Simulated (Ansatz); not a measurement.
Cell and atoms:

```yaml
crystal:
  lattice:
    - [3.56269, 0.00000, 0.00000]
    - [-1.78135, 3.08538, 0.00000]
    - [0.00000, 0.00000, 4.14416]
  atoms:
    - { symbol: Mg, position: [0.66667, 0.33333, 0.75000] }
    - { symbol: Mg, position: [0.33333, 0.66667, 0.25000] }
    - { symbol: O, position: [0.66667, 0.33333, 0.25000] }
    - { symbol: O, position: [0.33333, 0.66667, 0.75000] }
```

What would you see if this were drawn?

The structure is one of MgO. It takes space group P6_3/mmc (No. 194) on a primitive hexagonal lattice. The cell has 4 atoms, namely 2 Mg, 2 O. About every Mg there are five O in a trigonal bipyramidal arrangement at 2.06 to 2.07 Å. The neighbours of O are five Mg in a trigonal bipyramidal arrangement at 2.06 to 2.07 Å. The bonds build a three-dimensional framework.

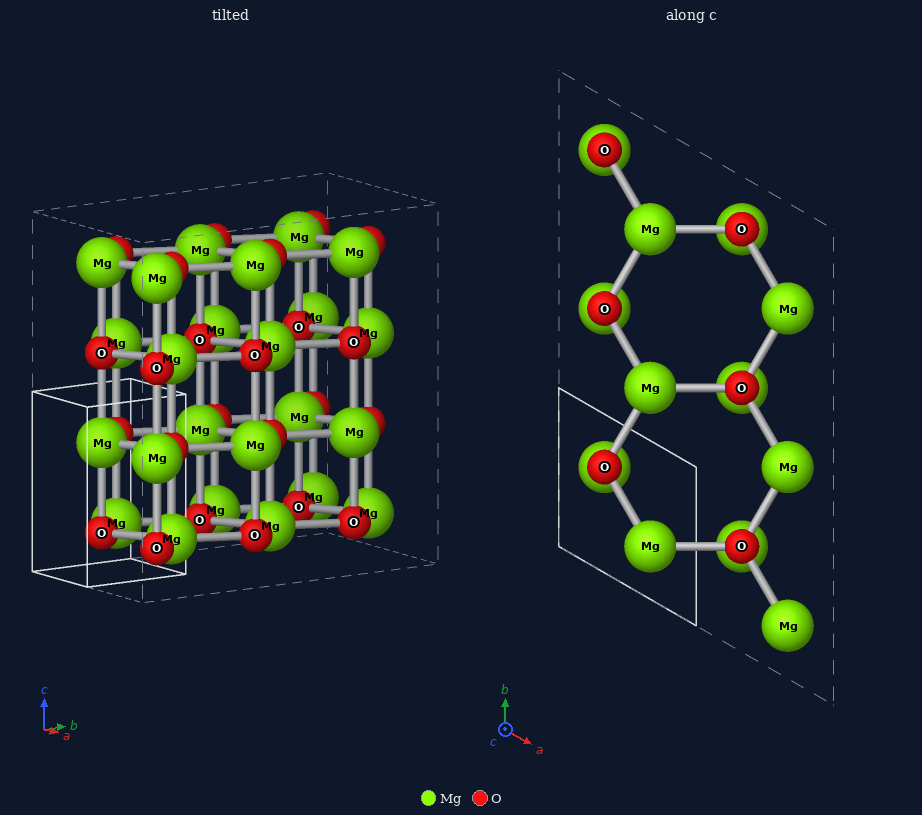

Crystal structure, ball-and-stick style, seen slightly off an axis and along the c axis. The structure is repeated 2×3×2 times; solid lines mark one conventional unit cell. Colours: magnesium green, oxygen red.

Provenance: a structure listed in the Materials Project. The cell was then strained or its atoms displaced on purpose. A calculation with Ansatz used it as input.
